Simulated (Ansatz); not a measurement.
## Two runs on SnSe

System: SnSe (Fm-3m, 2 atoms in the cell).
Method of run 1: Kohn-Sham DFT of a periodic cell, RPBE with D3(BJ), all-electron LAPW, scalar-relativistic, no spin polarisation (Ansatz 0.2.0).

The structure derives from an entry of the Crystallography Open Database. Text and figures count atoms from 1; the logs count them from 0 in places.

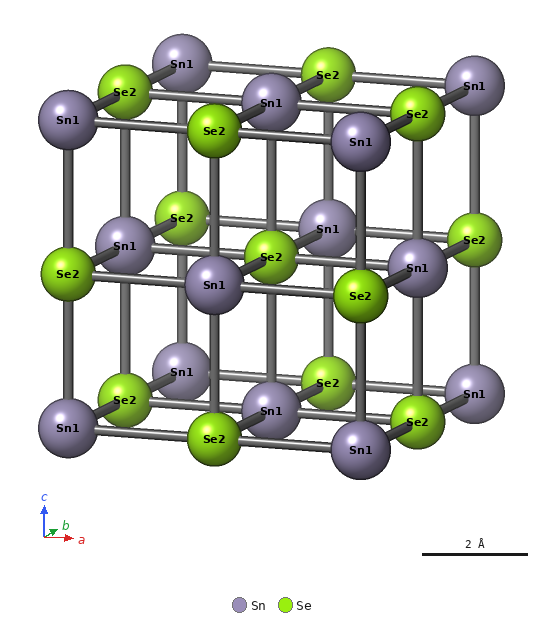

Figure 1. The structure as given in the input (ball-and-stick view of the cell 4 times as large as that of the calculation, set on its symmetry axes, seen slightly off an axis; atoms are numbered from 1 in the order of the input).

The input, run 1:
```yaml
crystal:
  lattice:
    - [0.0, 3.01, 3.01]
    - [3.01, 0.0, 3.01]
    - [3.01, 3.01, 0.0]
  atoms:
    - { symbol: Sn, position: [0.0, 0.0, 0.0] }
    - { symbol: Se, position: [0.5, 0.5, 0.5] }
kpoints:
  mp_grid: { grid: [8, 8, 8] }
scf:
  occupations: { method: fermi_dirac, width: 0.05 }
hamiltonian:
  xc: rpbe
  dispersion: d3bj
  pseudopotentials: { kind: all_electron, lapw: { basis_error: 0.001 } }
output:
  forces: true
  stress: true
relax:
  f_tol: 0.02
  max_steps: 60
  cell: {}
```

Launched with:
```bash
ansatz run input.yaml --threads 1 --pin off --max-ram 3072MiB --backend cpu --events-out ev --progress --plain --runs-dir out
```

Hardware: 1 thread of Arm Neoverse V1, 24 GiB of memory available, shared host.

Output, shortened to warnings, some set-up lines, iterations and results (run 1):
```
Basis set: ecut = 206.3058231262473 eV, 339 PW (Γ), exchange–correlation at level 2
Symmetry: 48 space group operations
k-points: 29 of 512
Initial density: superposition of atomic densities (chi_scale 0.1, normalization cell, long waves kept (reshape's long-wave potential 0.00 eV rms))
[...]
SCF iter   1: F=—  HF=-234233.780870 eV  |F-HF|=—  |Δ(HF+E_count)|=         —  Δρ=2.23e-2  dr2=6.31e-1  ethr=1.37e-3  ⟨swp⟩=2.0  Hψ=5138  notcnv=0
SCF iter   2: F=—  HF=-234233.614218 eV  |F-HF|=—  |Δ(HF+E_count)|=   1.67e-1  Δρ=5.62e-3  dr2=1.69e-2  ethr=3.66e-5  ⟨swp⟩=2.0  Hψ=4225  notcnv=0
SCF iter   3: F=—  HF=-234233.596297 eV  |F-HF|=—  |Δ(HF+E_count)|=   1.79e-2  Δρ=3.36e-3  dr2=8.74e-3  ethr=3.66e-5  ⟨swp⟩=2.5  Hψ=2570  notcnv=0
SCF iter   4: F=—  HF=-234233.599768 eV  |F-HF|=—  |Δ(HF+E_count)|=   3.47e-3  Δρ=9.42e-4  dr2=5.71e-4  ethr=1.90e-5  ⟨swp⟩=2.1  Hψ=2451  notcnv=0
SCF iter   5: F=—  HF=-234233.600183 eV  |F-HF|=—  |Δ(HF+E_count)|=   4.15e-4  Δρ=1.44e-4  dr2=1.50e-5  ethr=1.24e-6  ⟨swp⟩=2.9  Hψ=2491  notcnv=0
[... 31 lines ...]
relax step   5: F+E_penalty+E_count = -234234.00411326 eV  Δ(F+E_penalty+E_count) = -5.033e-5 eV  max|allowed force component| = 2.958e-31 eV/Å  Δτ_max = 0.0000 Å  P = -0.003 …
SCF iter   1: F=—  HF=-234234.004114 eV  |F-HF|=—  |Δ(HF+E_count)|=         —  Δρ=5.53e-6  dr2=2.19e-8  ethr=4.70e-11  ⟨swp⟩=3.3  Hψ=4023  notcnv=0  reapply=1
SCF iter   2: F=-234234.004114 eV  HF=-234234.004114 eV  |F-HF|=2.50e-9  |Δ(HF+E_count)|=   9.66e-8  Δρ=2.52e-6  dr2=3.86e-9  ethr=4.70e-11  ⟨swp⟩=2.0  Hψ=2325  notcnv=0
SCF 6 converged in 2 iterations: F = -234234.004114 eV  dr2 = 3.86e-9
relax step   6: F+E_penalty+E_count = -234234.00411373 eV  Δ(F+E_penalty+E_count) = -4.667e-7 eV  max|allowed force component| = 9.861e-32 eV/Å  Δτ_max = 0.0000 Å  P = -0.003 …
basis re-selected at this cell: Δ(F+E_penalty+E_count) = -4.667e-7 eV, ΔP = -0.000 GPa vs the last step (what re-selecting the basis moved, after the strain that the cell walked since its last selection, with what the two solves' SCF thresholds leave and, on support functions, any second-order …
SCF converged after 2 iterations
Free energy (F): -234234.004114 eV
Harris-Foulkes:  -234234.004114 eV  (|F-HF|=2.50e-9)
Internal energy: -234234.003869 eV  (E = F + TS)
E sigma→0 (E₀):  -234234.003991 eV
Entropy (-TS):   -0.000245 eV (-0.123 meV/atom)
Fermi energy:    15.142142 eV
--- Per-component energies (eV) ---
  E_band       = -2172.336358
  E_kinetic    = 244509.035772
  E_xc         = -6910.944090
  E_electrostatic = -471828.035888  (all electrons and nuclei)
  E_disp       = -4.059663  (pairwise vdW)
  E_smearing   = -0.000245  (= −TS)
  E_closure    = 0.000000  (closes the sum)
  E_atoms      = -234223.063798  (free atoms, spherical and without spin; not in F)
  Σ components = -234234.004114   (vs F -234234.004114, Δ=0.00e0)
  Basis errors (estimates in eV, not in F): energy 5.2e-4 per atom: plane waves 5.0e-4 (2.8e-4 summed), levels above the bands 4.5e-46, relativity 2.0e-8, radial functions 2.3e-5, core shells 2.4e-8; eigenvalues (radial functions only) 1.9e-6; not estimated: angular momenta, meshes, grids; target …
--- Forces (eV/Å), atoms counted from 1 ---
  atom   1  Sn     0.00000000    -0.00000000    -0.00000000
  atom   2  Se     0.00000000    -0.00000000     0.00000000
  max |Σ_I F_I| component: 1.01e-30 eV/Å
--- Stress (GPa, compression-positive) ---
       -0.002763      -0.000000      -0.000000
       -0.000000      -0.002763      -0.000000
       -0.000000      -0.000000      -0.002763
  P = ⅓ Tr σ = -0.0028 GPa (-0.028 kbar)
--- Relaxed structure (5 steps of the walk, 5 accepted, 1 SCFs on fresh bases) ---
  F+E_penalty+E_count = -234234.00411373 eV   max|allowed force component| = 9.861e-32 eV/Å   (the final SCF, on the basis selected at the relaxed cell)
  cell:  # Å, volume = 44.5619 Å³
    - [-1.8884722593039114e-33, 2.8139175449380915, 2.8139175449380915]
    - [2.8139175449380915, -1.31842751389975e-33, 2.8139175449380915]
    - [2.8139175449380915, 2.8139175449380915, 6.0189082138579146e-34]
  atoms:
[...]
```

The input of run 2 differs as follows (lines with − go, lines with + come):
```diff
-  xc: rpbe
-  dispersion: d3bj
+  xc: pbe
+  dispersion: d4
-  f_tol: 0.02
+  f_tol: 0.005
```

What does this change do to the results?

The total energies belong to different models, so their difference says nothing on which is more stable or more accurate. The volume per atom goes from 22.28 to 26.62 Å³. The functional changes from RPBE to PBE. The SCF takes 18 iterations over all geometry steps against 29. On the same kind of shared host run 2 took about 0.67 times as long.

Output, shortened to warnings, some set-up lines, iterations and results (run 2):
```
Basis set: ecut = 206.5078590237635 eV, 339 PW (Γ), exchange–correlation at level 2
Symmetry: 48 space group operations
k-points: 29 of 512
Initial density: superposition of atomic densities (chi_scale 0.1, normalization cell, long waves kept (reshape's long-wave potential 0.00 eV rms))
[...]
SCF iter   1: F=—  HF=-234216.930196 eV  |F-HF|=—  |Δ(HF+E_count)|=         —  Δρ=2.18e-2  dr2=6.02e-1  ethr=1.31e-3  ⟨swp⟩=2.1  Hψ=5142  notcnv=0
SCF iter   2: F=—  HF=-234216.766868 eV  |F-HF|=—  |Δ(HF+E_count)|=   1.63e-1  Δρ=5.71e-3  dr2=1.89e-2  ethr=4.10e-5  ⟨swp⟩=2.0  Hψ=4229  notcnv=0  defer=1
SCF iter   3: F=—  HF=-234216.745605 eV  |F-HF|=—  |Δ(HF+E_count)|=   2.13e-2  Δρ=3.27e-3  dr2=8.18e-3  ethr=4.10e-5  ⟨swp⟩=2.4  Hψ=2559  notcnv=0
SCF iter   4: F=—  HF=-234216.747262 eV  |F-HF|=—  |Δ(HF+E_count)|=   1.66e-3  Δρ=8.44e-4  dr2=4.27e-4  ethr=1.78e-5  ⟨swp⟩=2.0  Hψ=2407  notcnv=0
SCF iter   5: F=—  HF=-234216.747411 eV  |F-HF|=—  |Δ(HF+E_count)|=   1.49e-4  Δρ=1.15e-4  dr2=8.47e-6  ethr=9.28e-7  ⟨swp⟩=2.5  Hψ=2427  notcnv=0
[... 16 lines ...]
relax step   3: F+E_penalty+E_count = -234216.75265248 eV  Δ(F+E_penalty+E_count) = -5.440e-4 eV  max|allowed force component| = 2.758e-31 eV/Å  Δτ_max = 0.0000 Å  P = -0.041 …
SCF iter   1: F=—  HF=-234216.752653 eV  |F-HF|=—  |Δ(HF+E_count)|=         —  Δρ=8.14e-6  dr2=6.44e-8  ethr=1.42e-10  ⟨swp⟩=4.6  Hψ=4165  notcnv=0
SCF iter   2: F=-234216.752653 eV  HF=-234216.752653 eV  |F-HF|=6.64e-9  |Δ(HF+E_count)|=   1.42e-7  Δρ=4.20e-6  dr2=1.79e-8  ethr=1.40e-10  ⟨swp⟩=2.0  Hψ=2401  notcnv=0
SCF 4 converged in 2 iterations: F = -234216.752653 eV  dr2 = 1.79e-8
relax step   4: F+E_penalty+E_count = -234216.75265290 eV  Δ(F+E_penalty+E_count) = -4.161e-7 eV  max|allowed force component| = 1.685e-31 eV/Å  Δτ_max = 0.0000 Å  P = -0.041 …
basis re-selected at this cell: Δ(F+E_penalty+E_count) = -4.161e-7 eV, ΔP = +0.000 GPa vs the last step (what re-selecting the basis moved, after the strain that the cell walked since its last selection, with what the two solves' SCF thresholds leave and, on support functions, any second-order …
SCF converged after 2 iterations
Free energy (F): -234216.752653 eV
Harris-Foulkes:  -234216.752653 eV  (|F-HF|=6.64e-9)
Internal energy: -234216.752618 eV  (E = F + TS)
E sigma→0 (E₀):  -234216.752635 eV
Entropy (-TS):   -0.000035 eV (-0.017 meV/atom)
Fermi energy:    11.492684 eV
--- Per-component energies (eV) ---
  E_band       = -2307.683777
  E_kinetic    = 244479.296813
  E_xc         = -6893.189110
  E_electrostatic = -471802.065842  (all electrons and nuclei)
  E_disp       = -0.794478  (pairwise vdW)
  E_smearing   = -0.000035  (= −TS)
  E_closure    = 0.000000  (closes the sum)
  E_atoms      = -234207.782353  (free atoms, spherical and without spin; not in F)
  Σ components = -234216.752653   (vs F -234216.752653, Δ=0.00e0)
  Basis errors (estimates in eV, not in F): energy 3.6e-4 per atom: plane waves 3.5e-4 (2.0e-4 summed), levels above the bands 6.5e-51, relativity 4.8e-8, radial functions 1.2e-5, core shells 3.4e-9; eigenvalues (radial functions only) 1.3e-6; not estimated: angular momenta, meshes, grids; target …
--- Forces (eV/Å), atoms counted from 1 ---
  atom   1  Sn     0.00000000    -0.00000000    -0.00000000
  atom   2  Se    -0.00000000    -0.00000000    -0.00000000
  max |Σ_I F_I| component: 3.45e-31 eV/Å
--- Stress (GPa, compression-positive) ---
       -0.040969      -0.000000      -0.000000
       -0.000000      -0.040969      -0.000000
       -0.000000      -0.000000      -0.040969
  P = ⅓ Tr σ = -0.0410 GPa (-0.410 kbar)
--- Relaxed structure (3 steps of the walk, 3 accepted, 1 SCFs on fresh bases) ---
  F+E_penalty+E_count = -234216.75265290 eV   max|allowed force component| = 1.685e-31 eV/Å   (the final SCF, on the basis selected at the relaxed cell)
  cell:  # Å, volume = 53.2301 Å³
    - [1.7833802115134566e-34, 2.98567416178095, 2.98567416178095]
    - [2.98567416178095, 3.4393761222045233e-34, 2.98567416178095]
    - [2.98567416178095, 2.98567416178095, 1.4012273090462873e-34]
  atoms:
    - { symbol: Sn, position: [1.4329835895749427e-35, -6.331787953941361e-36, -1.3663331900607596e-35] }
[...]
```

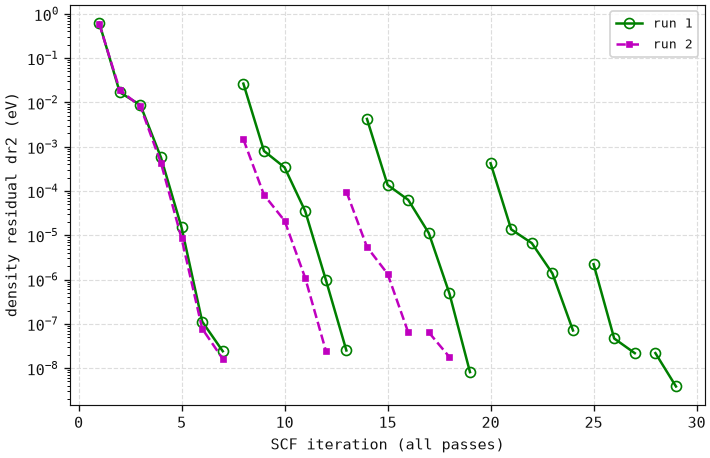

Figure 2. Convergence of the two runs: density residual dr2 against the SCF iteration. A break in a curve parts two SCF passes. Run 1 takes 29 iterations in all, and run 2 takes 18.

The two runs side by side:

| quantity | run 1 | run 2 |
| --- | --- | --- |
| outcome | converged | converged |
| free energy per atom (eV) | −117117.0021 | −117108.3763 |
| pressure (GPa) | 0.00 | −0.04 |
| volume per atom (Å³) | 22.28 | 26.62 |
| largest force (eV/Å) | 0.000 | 0.000 |
| SCF iterations | 29 | 18 |
| irreducible k-points | 29 | 29 |
| wall time (shared host) | 29 s | 19 s |
